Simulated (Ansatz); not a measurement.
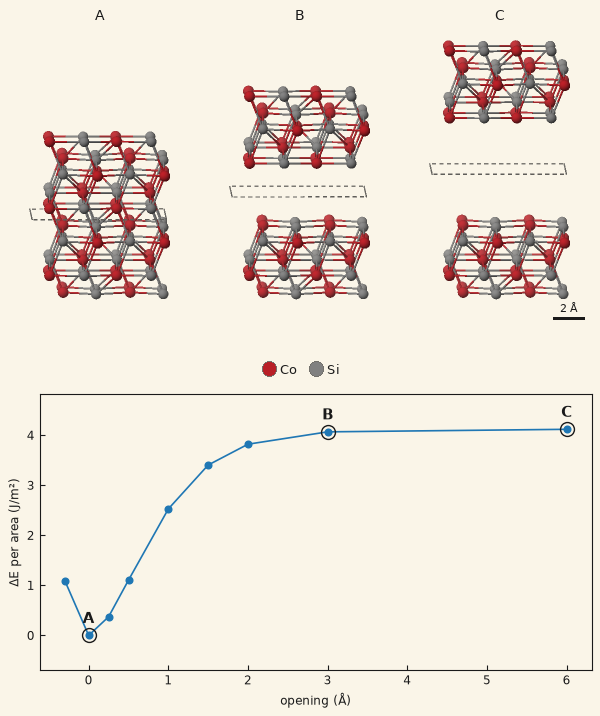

Energy scan for solid CoSi (P2_13), in which the crystal is pulled apart rigidly along the normal of the (1 0 0) plane of the conventional cell, at a cut between a plane of Co/Si below and one of Co/Si above, 1.28 Å apart. One cut stands in each cell, which starts 8.9 Å high; nothing is relaxed, and the dashed outline marks the cut. The lettered frames are marked on the plot. Style: ball-and-stick. Shown: the layers on both sides of the cut, from the side, nearly along the cut plane.

Method: DFT PBE, scalar-relativistic, plane waves, PAW in Ansatz. Set-up: plane-wave cutoff 420 eV; k-point mesh 9 × 9 × 5; occupations gaussian; smearing width 0.15 eV; no spin polarisation. Energies (free energies at the smearing named) are counted from the relaxed crystal.

Q: Describe the profile.

A: At the widest opening, 6.00 Å, the energy has risen by 4.119 J/m², where the curve has levelled off: this is the ideal work of separation, the sum of the two unrelaxed surface energies of a slab 8.9 Å thick. The steepest rise lies between 0.25 Å and 0.50 Å, with a mean traction of about 29 GPa. Pressing the cut together by 0.30 Å costs 1.097 J/m².

Limits of the set-up: an element that often carries a moment was run without spin polarisation.
